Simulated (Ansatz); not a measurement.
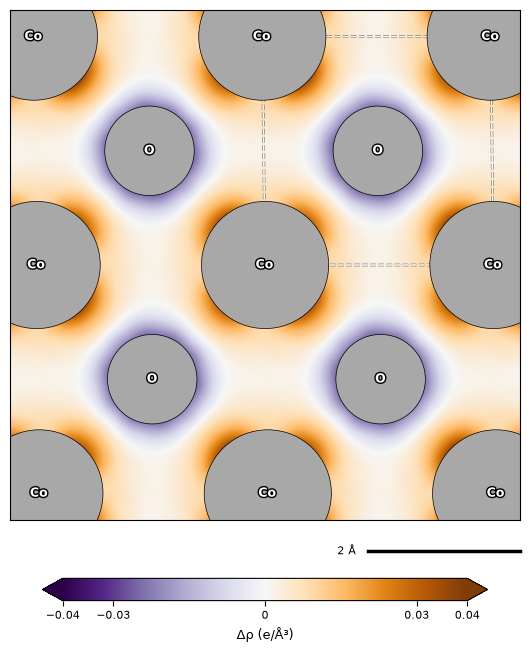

CoO. Difference of the valence pseudo-densities of two functionals at the same geometry, on the (001) plane of the calculation cell: LDA less PBE.

Space group I4/mmm; spin-polarised.

Both computed with Ansatz (plane waves, PAW), on the same k-point mesh. Grey discs cover the atomic cores.

```xyz
2
Lattice="-1.5080 1.5080 2.1072 1.5080 -1.5080 2.1072 1.5080 1.5080 -2.1072" Properties=species:S:1:pos:R:3 pbc="T T T"
Co    0.0000    0.0000    0.0000
O     0.0000    0.0000    2.1072
```

Where does the change of functional move the electrons?

Answer. Against PBE, LDA gives more density around Co (+0.008 e/Å³ on average at 1.0 Å from the nucleus), less density around O (−0.011 e/Å³ on average at 0.7 Å from the nucleus) and a change of +0.013 e/Å³ at the midpoint of Co–O.
